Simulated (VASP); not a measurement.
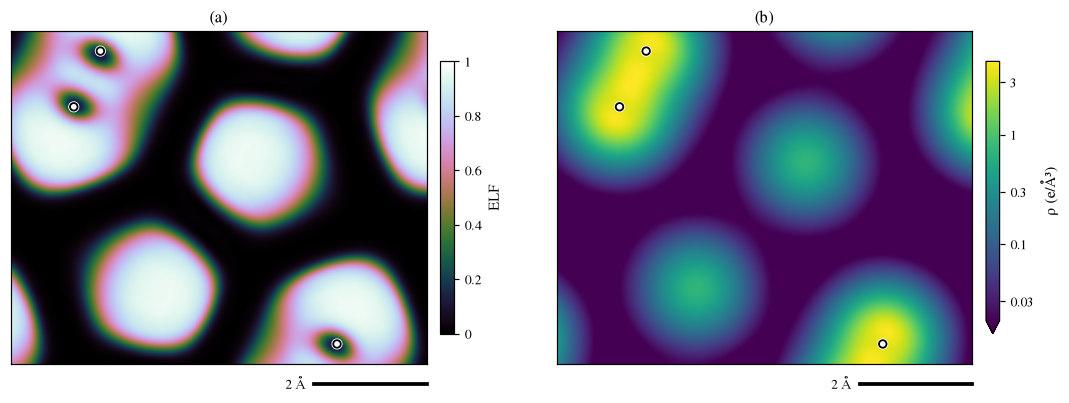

N. (a) ELF; (b) valence charge density (pseudo) on the (111) plane of the conventional cell. Circles mark the nuclei in the plane (N).

Space group P4₂/mnm; a structure from a database of computed crystals, not necessarily the ambient phase; not relaxed (largest force 1.7 eV/Å); computed pressure about 2 GPa in this cell.

Theory: Kohn-Sham DFT of a periodic cell, PBE with D3(BJ), VASP PAW PBE potentials, recommended in VASP 6.6.1.

```xyz
4
Lattice="4.0943 0.0000 0.0000 0.0000 4.0943 0.0000 0.0000 0.0000 5.3250" Properties=species:S:1:pos:R:3 pbc="T T T"
N     3.7048    3.7048    0.0000
N     2.4367    1.6577    2.6625
N     0.3895    0.3895    0.0000
N     1.6577    2.4367    2.6625
```

**What does the map show?**

- The section cuts through N sites.
- Atoms just off the plane (N, 0.8 Å away) can leave unmarked features too.
- N–N (1.10 Å): ρ at the midpoint is about 4.7 e/Å³; the ELF peaks at about 0.85 between the atoms (inside overlapping PAW spheres, so only a guide); a short, multiple covalent bond.
- Between the atoms the lowest density in this plane is 0.002 e/Å³.
- The ELF also peaks beside N, away from the bonds: lone-pair regions.

**Does the calculation give a band gap?**

It is gapped, with a Kohn–Sham gap of 6.9 eV on the k-point mesh, an upper bound to the gap of this method.
